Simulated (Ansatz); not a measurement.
Input structure:

```cif
data_structure
_symmetry_space_group_name_H-M 'P 1'
_symmetry_Int_Tables_number 1
_cell_length_a 6.7436
_cell_length_b 6.7436
_cell_length_c 8.0010
_cell_angle_alpha 114.924
_cell_angle_beta 114.924
_cell_angle_gamma 90.000
_cell_volume 292.17
loop_
_atom_site_label
_atom_site_type_symbol
_atom_site_fract_x
_atom_site_fract_y
_atom_site_fract_z
_atom_site_occupancy
Sn1 Sn 0.00000 0.00000 0.00000 1
Sn2 Sn 0.25000 0.25018 0.50000 1
Sn3 Sn 0.50020 0.49995 0.00001 1
Sn4 Sn 0.75013 0.75016 0.50000 1
Sn5 Sn 0.87503 0.37507 0.75003 1
Sn6 Sn 0.12530 0.62511 0.25004 1
Sn7 Sn 0.37496 0.87503 0.74999 1
Sn8 Sn 0.62509 0.12507 0.25000 1
O1 O 0.30630 0.00051 0.99995 1
O2 O 0.55637 0.25041 0.50002 1
O3 O 0.80648 0.50049 0.00012 1
O4 O 0.05637 0.75030 0.49989 1
O5 O 0.69374 0.99968 0.99996 1
O6 O 0.94379 0.24965 0.50002 1
O7 O 0.19380 0.49958 0.99993 1
O8 O 0.44389 0.74962 0.50005 1
O9 O 0.87484 0.06877 0.75001 1
O10 O 0.12457 0.31876 0.24998 1
O11 O 0.37483 0.56881 0.75005 1
O12 O 0.62461 0.81875 0.24995 1
O13 O 0.87553 0.68134 0.74995 1
O14 O 0.12541 0.93137 0.25004 1
O15 O 0.37551 0.18133 0.74998 1
O16 O 0.62545 0.43135 0.25004 1
```

### What does this file describe?

Chemical formula SnO2. Within 0.01 Å the space group is P4_2/mnm (No. 136), primitive tetragonal: rutile. Content of the cell: 8 Sn, 16 O (Z = 8). Sn bonds to six O in a distorted octahedral arrangement at 2.07 Å. Each O atom is coordinated by three Sn at 2.07 Å. The bonds build a three-dimensional framework.

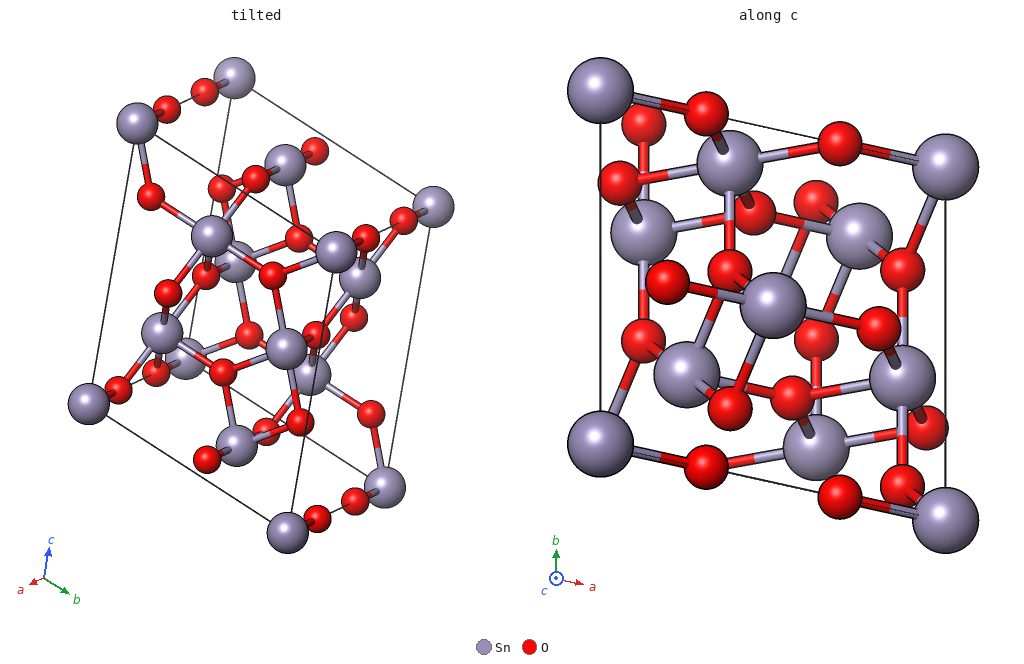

Shown here is a ball-and-stick view of the crystal, taken slightly off an axis and along the c axis. Lines trace the edges of the unit cell.

The model was built from a structure listed in the Materials Project. The atoms were relaxed in a fixed cell with DFT PBEsol, scalar-relativistic, plane waves, PAW (Ansatz 0.2.0).
